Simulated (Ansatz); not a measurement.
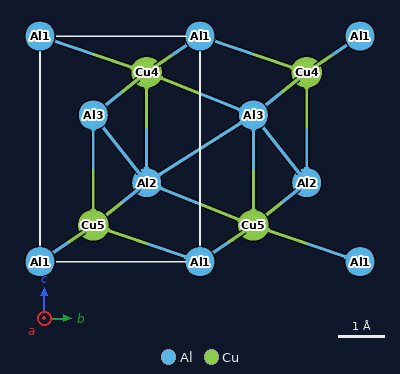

This is the input geometry for a relaxation of a crystal of Al3Cu2 (set up in P-3m1). Style: ball-and-stick. Shown: the cell of the calculation, repeated 1 × 2 × 1 with one cell outlined, along the a axis.

Case: dispersion relaxed: D3(BJ)+ATM.

These are results of DFT r2SCAN+D3(BJ)+ATM, scalar-relativistic, plane waves, PAW (Ansatz 0.2.0), not measurements.

Input file:
```yaml
crystal:
  lattice:
    - [4.0919516368, 0.0, 0.0]
    - [-2.0459758184, 3.5437340685, 0.0]
    - [0.0, 0.0, 4.9927787]
  atoms:
    - { symbol: Al, position: [0.0, 0.0, 0.0] }
    - { symbol: Al, position: [0.3333333333, 0.6666666667, 0.34992535] }
    - { symbol: Al, position: [0.6666666667, 0.3333333333, 0.65007465] }
    - { symbol: Cu, position: [0.3333333333, 0.6666666667, 0.83951213] }
    - { symbol: Cu, position: [0.6666666667, 0.3333333333, 0.16048787] }
basis:
  ecutwfc: 500
kpoints:
  mp_grid: { grid: [12, 12, 8] }
hamiltonian:
  xc: r2scan
  dispersion: d3bjatm
scf:
  occupations: { method: gaussian, width: 0.1 }
output:
  forces: true
  stress: true
  eigenvalues: true
relax:
  adjacent_minimum: "off"
  f_tol: 0.01
  max_steps: 60
  cell: { stress_tol: 0.05 }
```

Launched with:
```bash
ansatz run input.yaml --threads 1 --pin off --max-ram 2560MiB --backend cpu --events-out ev --progress --plain --runs-dir out
```

### Predict the outcome.

The atoms keep their places relative to the cell (all moves are under 0.005 Å). The volume changes by −0.8 %, with a = b 4.092 → 4.085 Å (−0.2 %), c 4.993 → 4.970 Å (−0.5 %). Near-neighbour distances that change, for instance: Al2–Cu4 2.548 → 2.535 Å, Al2–Cu4 (another image) 2.444 → 2.435 Å, Al2–Al3 2.798 → 2.788 Å, Al1–Cu4 2.495 → 2.488 Å. The space group stays P-3m1 (No. 164). Over 2 accepted moves (3 points after the start) the energy falls by 0.4 meV per atom. Largest force component: 0.015 eV/Å at the start, 0.0067 eV/Å at the end. The pressure goes from −0.95 to 0.02 GPa. The SCF was repeated once at an unchanged geometry on a basis and grid sized afresh for the cell, which shifted the energy by less than 0.05 meV per atom at most.
